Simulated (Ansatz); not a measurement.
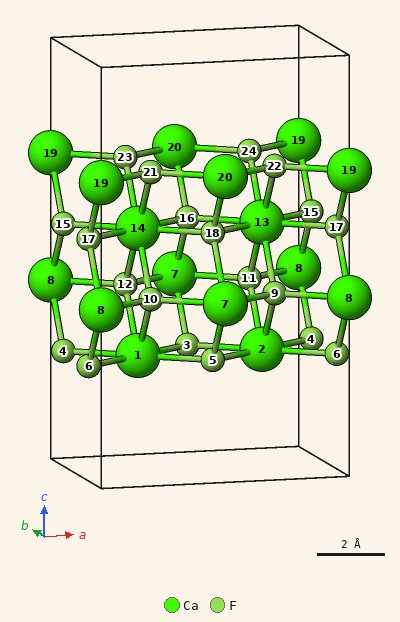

Figure 1. The structure as given in the input (ball-and-stick view of the cell of the calculation, with the vacuum cut short, seen slightly off an axis; atoms are numbered from 1 in the order of the input). An atom can appear more than once, as a periodic image.

## CaF₂: geometry relaxation (part 1 of 3)

System: CaF₂ (slab, 24 atoms in the cell).
Method: DFT PBE+D3(BJ), scalar-relativistic, plane waves, PAW, no spin polarisation (Ansatz 0.2.0).

The structure derives from an entry of the Crystallography Open Database. The input holds or restrains some coordinates. Forces given for the steps count only the free coordinates. It belongs to a series of runs on one base structure; here: clean slab, lower planes held. Figures and captions count atoms from 1; the log counts them from 0 in places.

**What the program printed**
```
Engine: ansatz 0.2.0, x86_64-unknown-linux-gnu
Pseudopotentials: kind: paw
Pseudopotential: Ca, paw, valence charge 10, recommended cutoff 420 eV (normal), Ca.paw.azcp
Pseudopotential: F, paw, valence charge 7, recommended cutoff 420 eV (normal), F.paw.azcp
Functional definition: PBE
  parameter kappa = 0.804
  parameter beta = 0.06672455060314922
  exchange = pbe_x(kappa = kappa, mu = beta*pi^2/3)
  correlation = pbe_c(beta = beta)
Crystal: 24 atoms, lattice volume = 922.273 Å³
Basis set: ecut = 420 eV, 17995 PW (Γ), exchange–correlation on 108×80×300 points (8 copies of the dense FFT grid, shifted against one another)
Bands: 120, of which v1, the nominal top of the filled ones, is band 96 counted from 1 (95 counted from 0)
Symmetry: 8 space group operations
k-points: 4 of 6
Non-local potential: Ca, projectors of the file, l = 0: 3, l = 1: 2, l = 2: 2
Non-local potential: F, projectors of the file, l = 0: 2, l = 1: 2, l = 2: 1
PAW form: soft (Blöchl's): semilocal exchange-correlation on the pseudo side does not see the compensation charge
PAW one-centre angular grid: Ca, 110 points (default); XC on 64 Gauss nodes
PAW one-centre angular grid: F, 110 points (default); XC on 64 Gauss nodes
Initial density: superposition of atomic densities (neutral atoms: chi_scale 0, normalization atom), corrected by the library's trained network
Initial wavefunctions: pseudopotential atomic-orbital guess
Functional: x = pbe(κ = 0.804, μ = 0.2195149727645171), c = pbe(β = 0.06672455060314922)
SCF iter   1: F=—  HF=-27517.370161 eV  |F-HF|=—  |Δ(HF+E_count)|=         —  Δρ=1.03e-3  dr2=1.34e-2  ethr=1.77e-3  p=0.000 e·Å  D=6.90e-14 V/Å  ΔV_dip=-0.00 eV  dr2_dipole=4.65e-9  V_vac-E_F(+/−)=3.53/3.53 eV  ⟨swp⟩=8.8  Hψ=2259  notcnv=0  defer=24
efield: sawtooth ramp at fractional position 0.9800 (placed from the atoms, in the widest stretch of the axis that holds none; the zero of the levels goes with the place), width 0.0400; the density the first Hamiltonian is built on has a dipole p = 0.000 e·Å; the dipole correction subtracts the counter field D = 6.90e-14 V/Å, which shifts the + side's vacuum level by -0.00 eV against the − side's; the planar-averaged density in the ramp window peaks in size at 2.0e-6 e/Å³
preconditioner: auto → Resta (q_TF=auto, 2.100 Å⁻¹)  ε∞=1.9  [insulator: Δε(μ)=4.968 eV  Ē_g=16.808 eV  σ=0.050 eV  W_gap=1.00  n_scr=148 (ndim 8)  ℏωp=16.2 eV  f_vac=0.625  D(μ)=0.00/eV (n_scr^D=0)  ε∞_Penn≈1.9  vacuum switching on, ρ_ref=2.0e-2 e/Å³]
SCF iter   2: F=—  HF=-27517.379335 eV  |F-HF|=—  |Δ(HF+E_count)|=   9.17e-3  Δρ=8.30e-4  dr2=4.09e-3  ethr=6.98e-6  p=-0.000 e·Å  D=-1.12e-5 V/Å  ΔV_dip=0.00 eV  dr2_dipole=2.31e-9  V_vac-E_F(+/−)=3.47/3.47 eV  ⟨swp⟩=2.2  Hψ=929  notcnv=0  defer=75
SCF iter   3: F=—  HF=-27517.379412 eV  |F-HF|=—  |Δ(HF+E_count)|=   7.75e-5  Δρ=1.92e-4  dr2=3.36e-4  ethr=2.13e-6  p=-0.000 e·Å  D=-5.11e-6 V/Å  ΔV_dip=0.00 eV  dr2_dipole=4.56e-10  V_vac-E_F(+/−)=3.47/3.47 eV  ⟨swp⟩=2.0  Hψ=727  notcnv=0  defer=75
SCF iter   4: F=—  HF=-27517.380236 eV  |F-HF|=—  |Δ(HF+E_count)|=   8.23e-4  Δρ=7.41e-5  dr2=4.38e-5  ethr=1.75e-7  p=0.000 e·Å  D=1.63e-6 V/Å  ΔV_dip=-0.00 eV  dr2_dipole=5.51e-11  V_vac-E_F(+/−)=3.44/3.44 eV  ⟨swp⟩=2.0  Hψ=711  notcnv=0  defer=75
iter 5 did not close the SCF: its close was put off for the readings that it lacked (scf_convergence_deferred on its scf_iter line)
SCF iter   5: F=-27517.380327 eV  HF=-27517.380327 eV  |F-HF|=5.67e-7  |Δ(HF+E_count)|=   9.17e-5  Δρ=2.32e-5  dr2=3.54e-6  ethr=2.28e-8  p=0.000 e·Å  D=7.54e-8 V/Å  ΔV_dip=-0.00 eV  dr2_dipole=1.21e-15  V_vac-E_F(+/−)=3.43/3.43 eV  ⟨swp⟩=2.0  Hψ=674  notcnv=0  defer=76
SCF iter   6: F=-27517.380328 eV  HF=-27517.380328 eV  |F-HF|=2.61e-8  |Δ(HF+E_count)|=   8.58e-7  Δρ=1.01e-5  dr2=5.31e-7  ethr=1.84e-9  p=-0.000 e·Å  D=-1.25e-8 V/Å  ΔV_dip=0.00 eV  dr2_dipole=7.01e-14  V_vac-E_F(+/−)=3.43/3.43 eV  ⟨swp⟩=25.2  Hψ=4887  notcnv=0
SCF 1 converged in 6 iterations: F = -27517.380328 eV  dr2 = 5.31e-7
  greatest PAW one-centre occupation: 0.995 electrons in one spin orbital (limit 2), on the Ca atom at site 13 (counted from 0), in its partial waves of l = 0
relax step   1: F+E_penalty+E_count = -27517.38032813 eV  Δ(F+E_penalty+E_count) = +0.000e0 eV  max|allowed force component| = 1.301e0 eV/Å  Δτ_max = 0.0000 Å  (6 SCF iters, dr2 threshold 2.25e-5 eV, accepted)
Initial density: handed on by an earlier stage of this run
Initial wavefunctions: those handed on with the density
iter 1 solved again at ethr=2.00e-4 eV; its pass at ethr=3.10e-3 eV (dr2=3.83e-1 eV) is discarded
SCF iter   1: F=—  HF=-27517.740281 eV  |F-HF|=—  |Δ(HF+E_count)|=         —  Δρ=4.25e-3  dr2=3.83e-1  ethr=2.00e-4  p=-0.000 e·Å  D=-5.23e-8 V/Å  ΔV_dip=0.00 eV  dr2_dipole=2.19e-2  V_vac-E_F(+/−)=3.41/3.41 eV  ⟨swp⟩=1.0  Hψ=2006  notcnv=0  defer=57
efield: sawtooth ramp at fractional position 0.9800 (handed on by an earlier solve), width 0.0400; the density the first Hamiltonian is built on has a dipole p = -0.000 e·Å; the dipole correction subtracts the counter field D = -5.23e-8 V/Å, which shifts the + side's vacuum level by +0.00 eV against the − side's; the planar-averaged density in the ramp window peaks in size at 1.4e-6 e/Å³
preconditioner: auto → Resta (q_TF=auto, 2.100 Å⁻¹)  ε∞=1.9  [insulator: Δε(μ)=4.999 eV  Ē_g=16.955 eV  σ=0.050 eV  W_gap=1.00  n_scr=148 (ndim 8)  ℏωp=16.2 eV  f_vac=0.627  D(μ)=0.00/eV (n_scr^D=0)  ε∞_Penn≈1.9  vacuum switching on, ρ_ref=2.1e-2 e/Å³]
SCF iter   2: F=—  HF=-27517.622305 eV  |F-HF|=—  |Δ(HF+E_count)|=   1.18e-1  Δρ=2.06e-3  dr2=6.60e-2  ethr=1.99e-4  p=-0.169 e·Å  D=-3.31e-2 V/Å  ΔV_dip=0.72 eV  dr2_dipole=3.24e-3  V_vac-E_F(+/−)=4.04/3.32 eV  ⟨swp⟩=3.2  Hψ=734  notcnv=0  defer=57
SCF iter   3: F=—  HF=-27517.620996 eV  |F-HF|=—  |Δ(HF+E_count)|=   1.31e-3  Δρ=1.18e-3  dr2=8.26e-3  ethr=3.44e-5  p=-0.280 e·Å  D=-5.50e-2 V/Å  ΔV_dip=1.20 eV  dr2_dipole=1.36e-4  V_vac-E_F(+/−)=4.51/3.31 eV  ⟨swp⟩=3.0  Hψ=861  notcnv=0  defer=69
SCF iter   4: F=—  HF=-27517.620422 eV  |F-HF|=—  |Δ(HF+E_count)|=   5.74e-4  Δρ=4.08e-4  dr2=1.13e-3  ethr=4.30e-6  p=-0.297 e·Å  D=-5.83e-2 V/Å  ΔV_dip=1.27 eV  dr2_dipole=3.86e-6  V_vac-E_F(+/−)=4.55/3.28 eV  ⟨swp⟩=2.0  Hψ=824  notcnv=0  defer=69
SCF iter   5: F=-27517.620416 eV  HF=-27517.620421 eV  |F-HF|=4.44e-6  |Δ(HF+E_count)|=   1.17e-6  Δρ=8.73e-5  dr2=5.93e-5  ethr=5.21e-8  p=-0.305 e·Å  D=-5.98e-2 V/Å  ΔV_dip=1.30 eV  dr2_dipole=1.05e-8  V_vac-E_F(+/−)=4.59/3.29 eV  ⟨swp⟩=27.8  Hψ=5726  notcnv=0
SCF 2 converged in 5 iterations: F = -27517.620416 eV  dr2 = 5.93e-5
  greatest PAW one-centre occupation: 0.995 electrons in one spin orbital (limit 2), on the Ca atom at site 7 (counted from 0), in its partial waves of l = 0
relax step   2: F+E_penalty+E_count = -27517.62041639 eV  Δ(F+E_penalty+E_count) = -2.401e-1 eV  max|allowed force component| = 4.591e-1 eV/Å  Δτ_max = 0.1969 Å  (5 SCF iters, dr2 threshold 1.00e-4 eV, accepted)
SCF iter   1: F=—  HF=-27517.718007 eV  |F-HF|=—  |Δ(HF+E_count)|=         —  Δρ=1.55e-3  dr2=5.08e-2  ethr=2.19e-4  p=-0.305 e·Å  D=-5.98e-2 V/Å  ΔV_dip=1.30 eV  dr2_dipole=3.31e-3  V_vac-E_F(+/−)=4.63/3.33 eV  ⟨swp⟩=4.8  Hψ=1106  notcnv=0  defer=71
efield: sawtooth ramp at fractional position 0.9800 (handed on by an earlier solve), width 0.0400; the density the first Hamiltonian is built on has a dipole p = -0.305 e·Å; the dipole correction subtracts the counter field D = -5.98e-2 V/Å, which shifts the + side's vacuum level by +1.30 eV against the − side's; the planar-averaged density in the ramp window peaks in size at 1.6e-7 e/Å³
preconditioner: auto → Resta (q_TF=auto, 2.100 Å⁻¹)  ε∞=1.9  [insulator: Δε(μ)=4.834 eV  Ē_g=17.066 eV  σ=0.050 eV  W_gap=1.00  n_scr=148 (ndim 8)  ℏωp=16.2 eV  f_vac=0.625  D(μ)=0.00/eV (n_scr^D=0)  ε∞_Penn≈1.9  vacuum switching on, ρ_ref=2.1e-2 e/Å³]
SCF iter   2: F=—  HF=-27517.699252 eV  |F-HF|=—  |Δ(HF+E_count)|=   1.88e-2  Δρ=7.34e-4  dr2=8.44e-3  ethr=2.65e-5  p=-0.241 e·Å  D=-4.74e-2 V/Å  ΔV_dip=1.03 eV  dr2_dipole=4.94e-4  V_vac-E_F(+/−)=4.40/3.36 eV  ⟨swp⟩=2.0  Hψ=733  notcnv=0  defer=72
SCF iter   3: F=—  HF=-27517.695405 eV  |F-HF|=—  |Δ(HF+E_count)|=   3.85e-3  Δρ=3.24e-4  dr2=6.15e-4  ethr=4.39e-6  p=-0.201 e·Å  D=-3.93e-2 V/Å  ΔV_dip=0.86 eV  dr2_dipole=6.77e-6  V_vac-E_F(+/−)=4.25/3.39 eV  ⟨swp⟩=2.0  Hψ=767  notcnv=0  defer=72
SCF iter   4: F=—  HF=-27517.695294 eV  |F-HF|=—  |Δ(HF+E_count)|=   1.11e-4  Δρ=1.37e-4  dr2=1.02e-4  ethr=3.20e-7  p=-0.196 e·Å  D=-3.85e-2 V/Å  ΔV_dip=0.84 eV  dr2_dipole=2.35e-7  V_vac-E_F(+/−)=4.22/3.39 eV  ⟨swp⟩=2.0  Hψ=791  notcnv=0  defer=72
SCF iter   5: F=-27517.695281 eV  HF=-27517.695281 eV  |F-HF|=1.17e-7  |Δ(HF+E_count)|=   1.29e-5  Δρ=2.80e-5  dr2=5.12e-6  ethr=6.86e-9  p=-0.195 e·Å  D=-3.82e-2 V/Å  ΔV_dip=0.83 eV  dr2_dipole=9.76e-10  V_vac-E_F(+/−)=4.22/3.39 eV  ⟨swp⟩=22.2  Hψ=4854  notcnv=0
SCF 3 converged in 5 iterations: F = -27517.695281 eV  dr2 = 5.12e-6
relax step   3: F+E_penalty+E_count = -27517.69528103 eV  Δ(F+E_penalty+E_count) = -7.486e-2 eV  max|allowed force component| = 1.203e-1 eV/Å  Δτ_max = 0.0551 Å  (5 SCF iters, dr2 threshold 1.32e-5 eV, accepted)
SCF iter   1: F=—  HF=-27517.702159 eV  |F-HF|=—  |Δ(HF+E_count)|=         —  Δρ=5.76e-4  dr2=4.15e-3  ethr=4.13e-5  p=-0.195 e·Å  D=-3.82e-2 V/Å  ΔV_dip=0.83 eV  dr2_dipole=3.59e-4  V_vac-E_F(+/−)=4.24/3.41 eV  ⟨swp⟩=3.0  Hψ=963  notcnv=0  defer=77
efield: sawtooth ramp at fractional position 0.9800 (handed on by an earlier solve), width 0.0400; the density the first Hamiltonian is built on has a dipole p = -0.195 e·Å; the dipole correction subtracts the counter field D = -3.82e-2 V/Å, which shifts the + side's vacuum level by +0.83 eV against the − side's; the planar-averaged density in the ramp window peaks in size at 2.3e-7 e/Å³
preconditioner: auto → Resta (q_TF=auto, 2.100 Å⁻¹)  ε∞=1.9  [insulator: Δε(μ)=4.990 eV  Ē_g=17.018 eV  σ=0.050 eV  W_gap=1.00  n_scr=148 (ndim 8)  ℏωp=16.2 eV  f_vac=0.626  D(μ)=0.00/eV (n_scr^D=0)  ε∞_Penn≈1.9  vacuum switching on, ρ_ref=2.1e-2 e/Å³]
SCF iter   2: F=—  HF=-27517.700916 eV  |F-HF|=—  |Δ(HF+E_count)|=   1.24e-3  Δρ=3.10e-4  dr2=9.38e-4  ethr=2.16e-6  p=-0.176 e·Å  D=-3.45e-2 V/Å  ΔV_dip=0.75 eV  dr2_dipole=5.43e-5  V_vac-E_F(+/−)=4.17/3.41 eV  ⟨swp⟩=2.0  Hψ=706  notcnv=0  defer=77
SCF iter   3: F=—  HF=-27517.699983 eV  |F-HF|=—  |Δ(HF+E_count)|=   9.33e-4  Δρ=1.41e-4  dr2=1.07e-4  ethr=4.88e-7  p=-0.163 e·Å  D=-3.20e-2 V/Å  ΔV_dip=0.70 eV  dr2_dipole=8.61e-7  V_vac-E_F(+/−)=4.11/3.42 eV  ⟨swp⟩=2.0  Hψ=746  notcnv=0  defer=77
SCF iter   4: F=—  HF=-27517.699964 eV  |F-HF|=—  |Δ(HF+E_count)|=   1.90e-5  Δρ=5.29e-5  dr2=1.54e-5  ethr=5.55e-8  p=-0.162 e·Å  D=-3.18e-2 V/Å  ΔV_dip=0.69 eV  dr2_dipole=1.30e-9  V_vac-E_F(+/−)=4.11/3.41 eV  ⟨swp⟩=2.0  Hψ=738  notcnv=0  defer=77
iter 5 did not close the SCF: its close was put off until two iterations running show no level that it waits for move by more than its bar (scf_convergence_deferred on its scf_iter line)
SCF iter   5: F=-27517.699963 eV  HF=-27517.699963 eV  |F-HF|=3.02e-8  |Δ(HF+E_count)|=   6.95e-7  Δρ=1.04e-5  dr2=7.65e-7  ethr=5.18e-10  p=-0.162 e·Å  D=-3.17e-2 V/Å  ΔV_dip=0.69 eV  dr2_dipole=1.54e-8  V_vac-E_F(+/−)=4.11/3.41 eV  ⟨swp⟩=19.8  Hψ=4513  notcnv=0
SCF iter   6: F=-27517.699963 eV  HF=-27517.699963 eV  |F-HF|=1.14e-8  |Δ(HF+E_count)|=   2.35e-7  Δρ=2.40e-6  dr2=3.84e-8  ethr=3.98e-10  p=-0.162 e·Å  D=-3.17e-2 V/Å  ΔV_dip=0.69 eV  dr2_dipole=4.97e-10  V_vac-E_F(+/−)=4.11/3.41 eV  ⟨swp⟩=8.5  Hψ=3346  notcnv=0
SCF 4 converged in 6 iterations: F = -27517.699963 eV  dr2 = 3.84e-8
relax step   4: F+E_penalty+E_count = -27517.69996332 eV  Δ(F+E_penalty+E_count) = -4.682e-3 eV  max|allowed force component| = 6.261e-2 eV/Å  Δτ_max = 0.0265 Å  (6 SCF iters, dr2 threshold 9.94e-7 eV, accepted)
SCF iter   1: F=—  HF=-27517.701605 eV  |F-HF|=—  |Δ(HF+E_count)|=         —  Δρ=2.47e-4  dr2=1.92e-3  ethr=3.95e-6  p=-0.162 e·Å  D=-3.17e-2 V/Å  ΔV_dip=0.69 eV  dr2_dipole=4.39e-4  V_vac-E_F(+/−)=4.11/3.41 eV  ⟨swp⟩=3.2  Hψ=1141  notcnv=0  defer=75
efield: sawtooth ramp at fractional position 0.9800 (handed on by an earlier solve), width 0.0400; the density the first Hamiltonian is built on has a dipole p = -0.162 e·Å; the dipole correction subtracts the counter field D = -3.17e-2 V/Å, which shifts the + side's vacuum level by +0.69 eV against the − side's; the planar-averaged density in the ramp window peaks in size at 1.7e-7 e/Å³
preconditioner: auto → Resta (q_TF=auto, 2.100 Å⁻¹)  ε∞=1.9  [insulator: Δε(μ)=5.001 eV  Ē_g=17.033 eV  σ=0.050 eV  W_gap=1.00  n_scr=148 (ndim 8)  ℏωp=16.2 eV  f_vac=0.626  D(μ)=0.00/eV (n_scr^D=0)  ε∞_Penn≈1.9  vacuum switching on, ρ_ref=2.1e-2 e/Å³]
SCF iter   2: F=—  HF=-27517.700945 eV  |F-HF|=—  |Δ(HF+E_count)|=   6.61e-4  Δρ=1.41e-4  dr2=3.08e-4  ethr=1.00e-6  p=-0.182 e·Å  D=-3.56e-2 V/Å  ΔV_dip=0.78 eV  dr2_dipole=5.26e-5  V_vac-E_F(+/−)=4.19/3.41 eV  ⟨swp⟩=2.0  Hψ=782  notcnv=0  defer=74
SCF iter   3: F=—  HF=-27517.700847 eV  |F-HF|=—  |Δ(HF+E_count)|=   9.71e-5  Δρ=7.90e-5  dr2=3.80e-5  ethr=1.60e-7  p=-0.193 e·Å  D=-3.78e-2 V/Å  ΔV_dip=0.82 eV  dr2_dipole=9.44e-7  V_vac-E_F(+/−)=4.22/3.40 eV  ⟨swp⟩=2.0  Hψ=677  notcnv=0  defer=74
SCF iter   4: F=—  HF=-27517.700146 eV  |F-HF|=—  |Δ(HF+E_count)|=   7.01e-4  Δρ=3.60e-5  dr2=7.33e-6  ethr=1.98e-8  p=-0.194 e·Å  D=-3.81e-2 V/Å  ΔV_dip=0.83 eV  dr2_dipole=1.56e-8  V_vac-E_F(+/−)=4.22/3.40 eV  ⟨swp⟩=2.0  Hψ=739  notcnv=0  defer=74
SCF iter   5: F=—  HF=-27517.700146 eV  |F-HF|=—  |Δ(HF+E_count)|=   4.63e-7  Δρ=8.48e-6  dr2=4.64e-7  ethr=3.82e-9  p=-0.194 e·Å  D=-3.81e-2 V/Å  ΔV_dip=0.83 eV  dr2_dipole=2.05e-9  V_vac-E_F(+/−)=4.23/3.40 eV  ⟨swp⟩=2.0  Hψ=720  notcnv=0  defer=74
iter 6 did not close the SCF: its close was put off until two iterations running show no level that it waits for move by more than its bar (scf_convergence_deferred on its scf_iter line)
SCF iter   6: F=-27517.700146 eV  HF=-27517.700146 eV  |F-HF|=7.67e-9  |Δ(HF+E_count)|=   1.03e-7  Δρ=2.39e-6  dr2=3.44e-8  ethr=5.21e-11  p=-0.194 e·Å  D=-3.81e-2 V/Å  ΔV_dip=0.83 eV  dr2_dipole=2.24e-10  V_vac-E_F(+/−)=4.23/3.40 eV  ⟨swp⟩=20.5  Hψ=3903  notcnv=0
iter 7 did not close the SCF: its close was put off until two iterations running show no level that it waits for move by more than its bar (scf_convergence_deferred on its scf_iter line)
SCF iter   7: F=-27517.700146 eV  HF=-27517.700146 eV  |F-HF|=6.69e-10  |Δ(HF+E_count)|=   6.12e-9  Δρ=7.74e-7  dr2=3.25e-9  ethr=1.79e-11  p=-0.194 e·Å  D=-3.81e-2 V/Å  ΔV_dip=0.83 eV  dr2_dipole=1.18e-12  V_vac-E_F(+/−)=4.23/3.40 eV  ⟨swp⟩=7.0  Hψ=3025  notcnv=0
SCF iter   8: F=-27517.700146 eV  HF=-27517.700146 eV  |F-HF|=1.24e-10  |Δ(HF+E_count)|=   1.74e-9  Δρ=1.64e-7  dr2=1.64e-10  ethr=1.69e-12  p=-0.194 e·Å  D=-3.81e-2 V/Å  ΔV_dip=0.83 eV  dr2_dipole=3.13e-13  V_vac-E_F(+/−)=4.23/3.40 eV  ⟨swp⟩=6.2  Hψ=2740  notcnv=0
SCF 5 converged in 8 iterations: F = -27517.700146 eV  dr2 = 1.64e-10
relax step   5: F+E_penalty+E_count = -27517.70014613 eV  Δ(F+E_penalty+E_count) = -1.828e-4 eV  max|allowed force component| = 6.158e-2 eV/Å  Δτ_max = 0.0090 Å  (8 SCF iters, accepted)
```
